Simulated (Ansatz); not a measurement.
Co

The calculation's input:

```
crystal:
  lattice:
    - [3.9550618746, 0.0, 0.0]
    - [-1.9775309373, 3.4251840569, 0.0]
    - [0.0, 0.0, 2.4224737634]
  atoms:
    - { symbol: Co, position: [0.0, 1.0, 0.0] }
    - { symbol: Co, position: [0.3333333333, 0.6666666667, 0.5] }
    - { symbol: Co, position: [0.6666666667, 0.3333333333, 0.5] }
hamiltonian:
  xc: pbesol
  pseudopotentials:
    kind: paw
    azcp:
      Co: "pseudopotentials/Co.paw.azcp"
basis:
  ecutwfc: 420
  fft_grid_basis: typed
kpoints:
  mp_grid: { grid: [11, 11, 15], shift: [0, 0, 0] }
magnetization:
  spin_polarized: false
scf:
  occupations: { method: fermi_dirac, width: 0.1 }
  lower_state_search: "off"
output:
  stress: true
  write_density: true
  write_potential: true
  elf: true
  volumetric_format: npy
```

Below, planes, directions and counts refer to the conventional cell (a = 3.96 Å, b = 3.96 Å, c = 2.42 Å, α = 90.00°, β = 90.00°, γ = 120.00°).

Space group P6/mmm; set up as Co, omega (AlB2-type); a generated structure, not necessarily the stable one; changed on purpose from its base cell (volume × 1.08); computed pressure about −17 GPa in this cell; computed without spin polarisation.

These are results of DFT, PBEsol, plane waves (420 eV) with PAW, scalar-relativistic in Ansatz 0.2.0, not measurements.

Q: What can the converged valence pseudo-density and electron localisation function tell about the bonding?

A: Co–Co (2.28 Å): ρ is about 0.48 e/Å³ halfway; the ELF is about 0.30 at the midpoint: no localised pair shows between them.
Co–Co (2.42 Å): the density is about 0.37 e/Å³ at the midpoint; the ELF is about 0.25 at the midpoint (no shared electron pair shows on this line).

Q: Does the calculation give a band gap?

A: It is metallic or semimetallic at this level of theory: no gap opens.

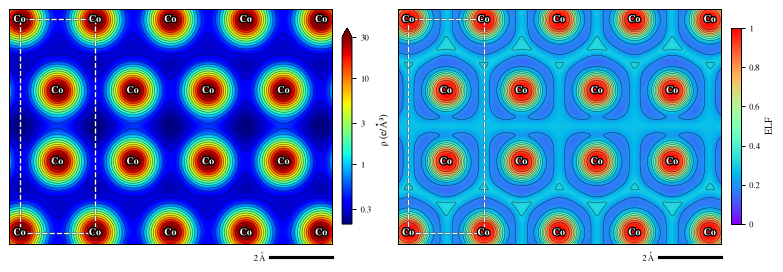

Computed valence pseudo-density and electron localisation function on the (110) plane of the conventional cell, in this order. 

In a PAW calculation such maps are meaningful between the atoms, not at the nuclei.
